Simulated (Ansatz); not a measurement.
# A series of single points on Si

System: Si (Cm, 4 atoms in the cell).
Method: DFT PBE, scalar-relativistic, plane waves, PAW, no spin polarisation (Ansatz 0.2.0).

The 5 runs differ only in the geometry, by a shift of atoms along one path in a fixed cell. The shift s is measured from run 3: Si1 moves along the Cartesian direction (0.00, 0.00, 1.00). The structure derives from a Materials Project entry.

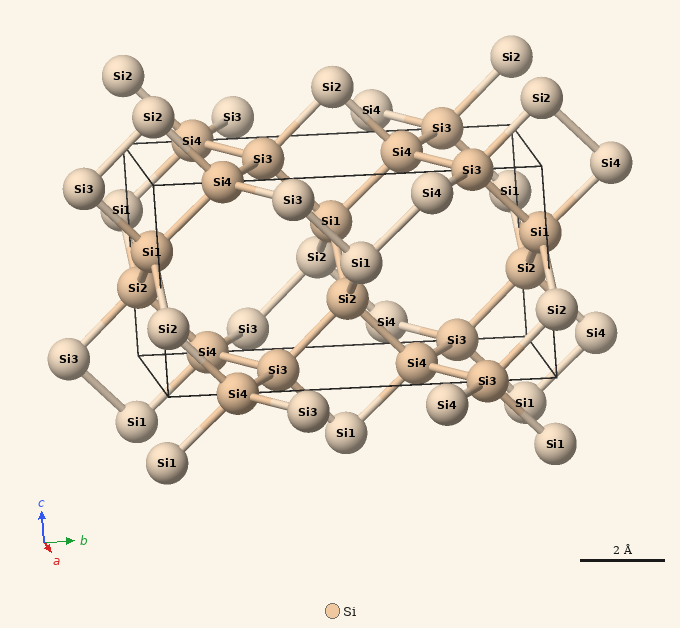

Figure 1. The structure of run 3 (ball-and-stick view of the cell 2 times as large as that of the calculation, set on its symmetry axes, seen slightly off an axis; neighbours outside the cell are drawn fainter; atoms are numbered from 1 in the order of the input).

### Input of run 3
```yaml
crystal:
  lattice:
    - [-3.3457641741, 3.3457641741, 1.9305129928]
    - [3.3457641741, -3.3457641741, 1.9305129928]
    - [3.3457641741, 3.3457641741, -1.9305129928]
  atoms:
    - { symbol: Si, position: [0.225229616, 0.225229616, 0.3572197663] }
    - { symbol: Si, position: [0.8213901169, 0.8213901169, 0.6427802337] }
    - { symbol: Si, position: [0.1786098831, 0.8213901169, 0.0] }
    - { symbol: Si, position: [0.8213901169, 0.1786098831, 0.0] }
basis:
  ecutwfc: 420
kpoints:
  mp_grid: { grid: [10, 10, 10] }
hamiltonian:
  xc: pbe
scf:
  occupations: { method: gaussian, width: 0.05 }
output:
  forces: true
  stress: true
  eigenvalues: true
```

Command:
```bash
ansatz run input.yaml --threads 1 --pin off --max-ram 2560MiB --backend cpu --events-out ev --progress --plain --runs-dir out
```

Lattice vectors (Å) and fractional positions of run 3:
```
  -3.345764    3.345764    1.930513
   3.345764   -3.345764    1.930513
   3.345764    3.345764   -1.930513
Si  0.225230  0.225230  0.357220
Si  0.821390  0.821390  0.642780
Si  0.178610  0.821390 -0.000000
Si  0.821390  0.178610  0.000000
```

Run 2 differs from it as follows:
```diff
-    - { symbol: Si, position: [0.225229616, 0.225229616, 0.3572197663] }
+    - { symbol: Si, position: [0.1475300612, 0.1475300612, 0.3572197663] }
```

### Results, with one run withheld

```tsv
run	shift s of Si1 (Å)	free energy per atom, from the lowest run given (meV)	pressure (GPa)	gap on the mesh (eV)	force along the path (eV/Å)
1	−0.5400	156.52	2.46	0.05	4.713
2	−0.3000	?	?	?	?
3	0.0000	0.00	0.60	0.08	−2.281
4	0.0600	40.08	1.07	0.05	−3.066
5	0.1200	92.13	1.69	0.04	−3.877
```

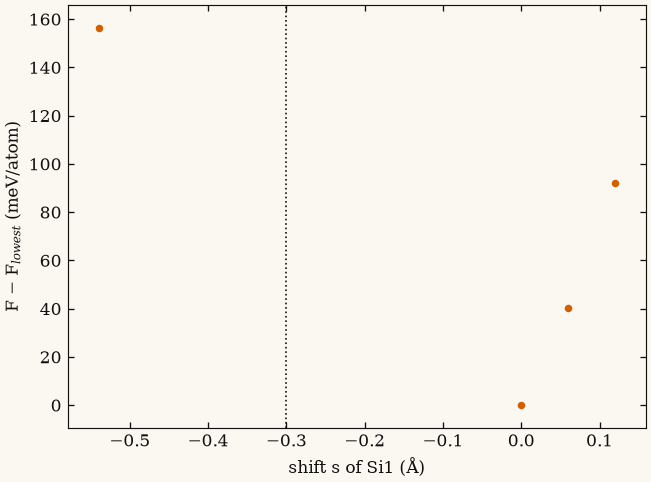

Figure 2. Free energy per atom of the runs given; the dotted line marks run 2.

Estimate the energy of run 2 from the others.

A quadratic polynomial in the coordinate, fitted to the 4 runs given, misses them by at most 0.14 meV per atom. With x = s + 0.0900, it reads F = −38.894 + 287.02 x + 1602.8 x² (meV per atom). At run 2 it gives −28.48 meV per atom, and the run itself gives −28.44. The slope of the fit gives a force −dF/ds of 1.545 eV/Å along the path (summed over the atoms that move), and the printed forces give 1.513 eV/Å. The fit has its minimum at s = −0.1795 Å. The gap on the mesh lies between 0.04 eV (run 5) and 0.19 eV (run 2); run 2 has 0.19 eV. These are gaps of this functional on this mesh, which can miss the band edges; they aren't the measured gap.

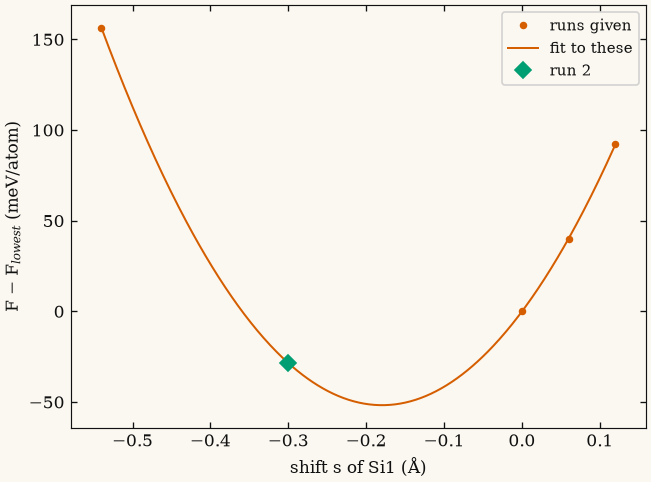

Figure 3. The fit and the withheld run.

### Output, shortened to warnings, some set-up lines, iterations and results (run 2)
```
Basis set: ecut = 420 eV, 1695 PW (Γ), exchange–correlation on 72×72×72 points (8 copies of the dense FFT grid, shifted against one another)
Symmetry: 2 space group operations
k-points: 282 of 1000 (time reversal used)
Initial density: superposition of atomic densities (neutral atoms: chi_scale 0, normalization atom), corrected by the library's trained network
[...]
SCF iter   1: F=—  HF=-2542.746576 eV  |F-HF|=—  |Δ(HF+E_count)|=         —  Δρ=1.56e-3  dr2=3.74e-3  ethr=1.77e-3  ⟨swp⟩=6.2  Hψ=24994  notcnv=0
SCF iter   2: F=—  HF=-2542.746628 eV  |F-HF|=—  |Δ(HF+E_count)|=   5.23e-5  Δρ=6.99e-4  dr2=4.11e-4  ethr=2.34e-5  ⟨swp⟩=2.1  Hψ=7726  notcnv=0
SCF iter   3: F=—  HF=-2542.746788 eV  |F-HF|=—  |Δ(HF+E_count)|=   1.59e-4  Δρ=2.84e-4  dr2=5.68e-5  ethr=2.57e-6  ⟨swp⟩=2.6  Hψ=5834  notcnv=0
SCF iter   4: F=—  HF=-2542.746883 eV  |F-HF|=—  |Δ(HF+E_count)|=   9.47e-5  Δρ=5.29e-5  dr2=2.07e-6  ethr=3.55e-7  ⟨swp⟩=2.1  Hψ=5505  notcnv=0
SCF iter   5: F=—  HF=-2542.746887 eV  |F-HF|=—  |Δ(HF+E_count)|=   4.85e-6  Δρ=1.74e-5  dr2=8.60e-7  ethr=1.29e-8  ⟨swp⟩=2.0  Hψ=5642  notcnv=0
SCF iter   6: F=-2542.746887 eV  HF=-2542.746887 eV  |F-HF|=1.55e-8  |Δ(HF+E_count)|=   1.66e-7  Δρ=4.18e-6  dr2=2.23e-8  ethr=6.25e-10  ⟨swp⟩=3.8  Hψ=14859  notcnv=0
SCF 1 converged in 6 iterations: F = -2542.746887 eV  dr2 = 2.23e-8
SCF converged after 6 iterations
Free energy (F): -2542.746887 eV
Harris-Foulkes:  -2542.746887 eV  (|F-HF|=1.55e-8)
Internal energy: -2542.746882 eV  (E = F + TS)
E sigma→0 (E₀):  -2542.746885 eV
Entropy (-TS):   -0.000005 eV (-0.001 meV/atom)
Fermi energy:    5.920272 eV
--- Per-component energies (eV) ---
  E_band       = 7.958614
  E_kinetic    = 159.999038
  E_local      = -141.086100  (includes V_loc(G=0)·N_el)
  E_nonlocal   = 103.608885
  E_hartree    = 40.554148
  E_xc         = -219.999693
  E_vxc        = -185.929240  (∫ρ·V_xc dr)
  E_paw        = -2050.952309  (= ΣΔE_a)
  E_vpaw       = -9.742018  (= ΣTr[D̂ρ^β])
  E_aug_tail   = 0.000025  (compensation charges beyond the density's cutoff)
  E_ewald      = -434.870877
  E_smearing   = -0.000005  (= −TS)
  E_closure    = 0.000000  (closes the sum)
  Σ components = -2542.746887   (vs F -2542.746887, Δ=0.00e0)
--- Forces (eV/Å), atoms counted from 1 ---
  atom   1  Si    -0.16504178    -0.16504178     1.51274280
  atom   2  Si     0.15148950     0.15148950    -1.38035543
  atom   3  Si     0.01845195    -0.00488366    -0.06619305
  atom   4  Si    -0.00488366     0.01845195    -0.06619305
  max |Σ_I F_I| component: 1.60e-5 eV/Å
--- Stress (GPa, compression-positive) ---
        0.146914       0.216766      -1.535705
        0.216766       0.146914      -1.535705
       -1.535705      -1.535705       0.509519
  P = ⅓ Tr σ = 0.2678 GPa (2.678 kbar)
```
